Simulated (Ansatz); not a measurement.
TiSi₂

```
Ti Si
1.0
    -4.84417   -0.06267    0.00000
     0.00000    0.00000   -8.55920
     2.36818   -4.19657    0.00000
Ti Si
4 8
Direct
  0.50000 0.62367 0.25000
  0.00000 0.12367 0.25000
  0.00000 0.87633 0.75000
  0.50000 0.37633 0.75000
  0.16247 0.62509 0.57614
  0.66247 0.12509 0.57614
  0.83753 0.62509 0.92386
  0.33753 0.12509 0.92386
  0.33753 0.87491 0.42386
  0.83753 0.37491 0.42386
  0.66247 0.87491 0.07614
  0.16247 0.37491 0.07614
```

Space group C2/c; changed on purpose from its base cell (strain along c alone, the other axes held, atoms relaxed: +3.0 %); computed pressure about −3 GPa in this cell; computed without spin polarisation.

Level of theory: Ansatz, DFT PBE, scalar-relativistic, plane waves, PAW.

What will maps of the valence pseudo-density and electron localisation function show?

Answer. Ti–Si (2.76 Å): ρ at the midpoint is about 0.26 e/Å³; the ELF peaks at about 0.75 in the valence shell of Si, 1.0 Å from its nucleus, and is about 0.40 at the midpoint.
Ti–Si (2.82 Å): the density is about 0.24 e/Å³ at the midpoint; the ELF peaks at about 0.75 in the valence shell of Si, 1.0 Å from its nucleus, and is about 0.40 at the midpoint.

Does the calculation make it a metal, or give it a gap?

Answer. It is gapless in this calculation (a metal or semimetal).

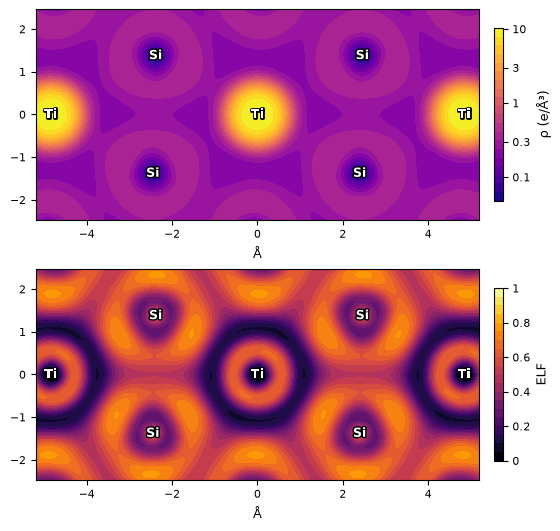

Computed valence pseudo-density and electron localisation function on the (010) plane of the conventional cell, in this order. 
